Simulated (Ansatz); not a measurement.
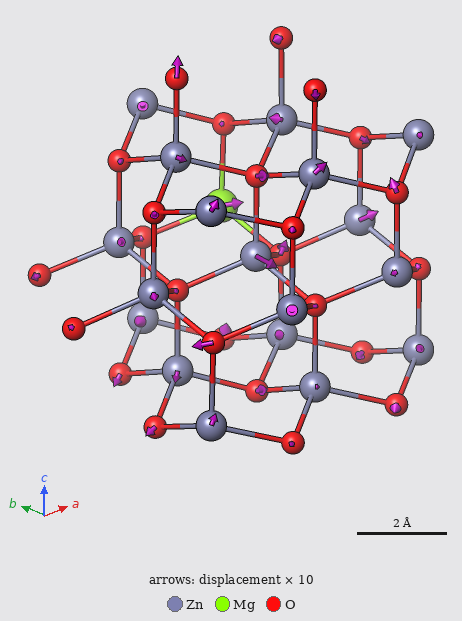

A relaxation of a crystal of Zn$_{45}$Mg$_{3}$O$_{48}$ (a generated structure, set up in P1). The starting structure is drawn; purple arrows show the displacements (the part carried along by the change of the cell is left out), magnified 10 times.

A ball-and-stick model of the atoms within 5.0 Å of the atom that moves most (axes of the cell of the calculation), seen from a free direction.

These are results of DFT, PBEsol, PAW, plane waves (Ansatz), not measurements. Settings: plane-wave cutoff 420 eV; k-point mesh 1 × 1 × 1; mesh shifted by (0.5, 0.5, 0.5); no spin polarisation; cell relaxed at fixed alpha, beta, gamma; force threshold 0.03 eV/Å; at most 80 steps.

What did the optimiser do to the structure, and how much energy did it gain?

Over 4 geometry steps the energy falls by 0.668 eV per cell of the calculation. Largest force component: 0.82 eV/Å at the start, 0.013 eV/Å at the end. The pressure goes from 0.16 to 0.01 GPa. The atom that moves furthest relative to the cell is a Zn atom (0.060 Å along [3 −2 −2]). Largest moves by element: Zn 0.060 Å, Mg 0.057 Å, O 0.056 Å. Cell: a 9.703 → 9.637 Å (−0.7 %), b 11.204 → 11.232 Å (+0.3 %), c 10.406 → 10.444 Å (+0.4 %). Volume −0.1 %. Some distances before and after: O–Zn 1.912 → 1.977 Å, O–Zn 2.022 → 1.963 Å, Mg–O 1.907 → 1.964 Å, Mg–O 2.015 → 1.964 Å. Among the angles between lasting bonds that change: O–Zn–O 112.5° → 109.1°, O–Zn–O 107.2° → 110.6°, Zn–O–Zn 111.8° → 108.5°. The space group stays P1 (No. 1). The run took 7.3 s on 1 × NVIDIA GB300 with 8 threads of Arm Neoverse-V2, peak memory 2.2 GiB.
